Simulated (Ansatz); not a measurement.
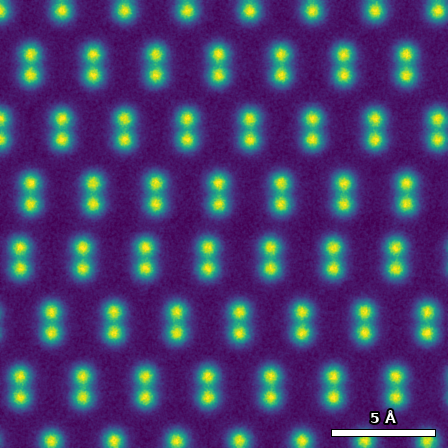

Dark-field STEM-like image of Y (P6_3/mmc, No. 194) along [101]. Simulation: incoherent imaging, intensity Z^1.8 per atom, probe width 0.75 Å, thin sample. The probe carries 25 % of its weight in a tail 2.5 times as wide. The display is stretched by a gamma of 0.8; percentages refer to the linear signal. Shot noise was added.

One planar defect was built into the perfect crystal by geometry alone, without relaxation. Host structure: the input geometry of a calculation; the starting structure was generated, so it need not be a known form of this composition.

> Where does the periodic pattern break, and how?

A planar fault (a stacking fault) runs horizontally about 11 Å below the top edge. The part above it is shifted along the boundary by 2/3 of the 3.08 Å repeat of the rows (2.1 Å to the right, the same as 1.0 Å to the left); both parts keep the same orientation.
